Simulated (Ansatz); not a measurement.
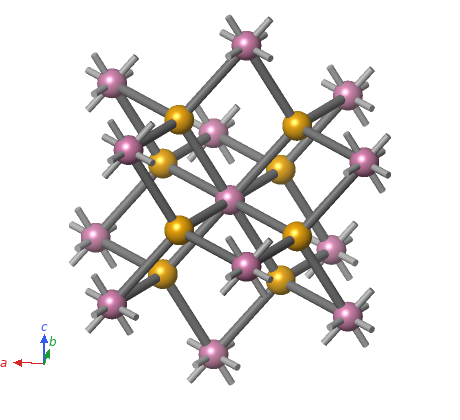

The net above was derived from one of the structures below (computed or model cells, partly hypothetical) by pruning terminal atoms and folding two-connected atoms into edges (only the bonds listed count; of a layer or chain structure one layer or chain is shown).

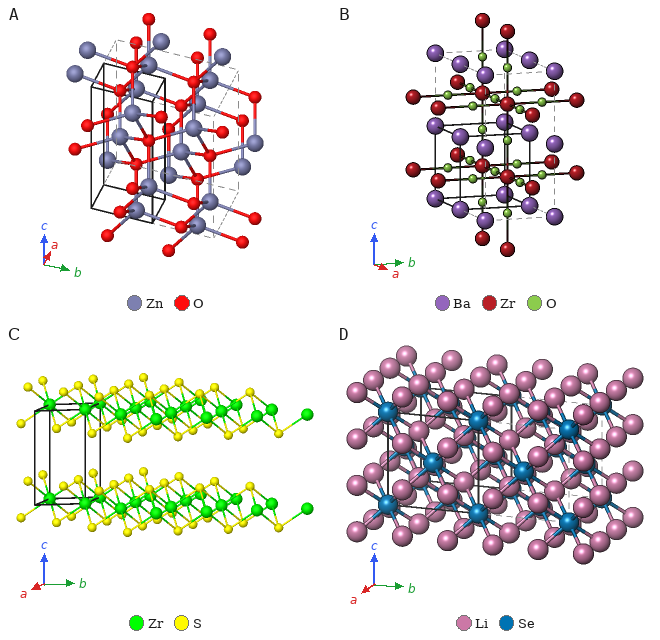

A: ZnO (bonds: O–Zn below 2.2 Å)
B: BaZrO3 (bonds: O–Zr below 2.4 Å)
C: ZrS2 (bonds: S–Zr below 2.9 Å)
D: Li₂Se (bonds: Li–Se below 2.5 Å)
All are geometries used in or obtained from electronic-structure calculations.

Which structure gives this net?

D, Li₂Se: a binodal (4,8)-connected, three-periodic net; Li is a 4-connected node; Se is an 8-connected node, in the ratio 2:1. It is the flu net, known from fluorite. The others give a uninodal 4-connected, three-periodic net (A), a uninodal 6-connected, three-periodic net (B) and a binodal (3,6)-connected, two-periodic (layers) net (C).
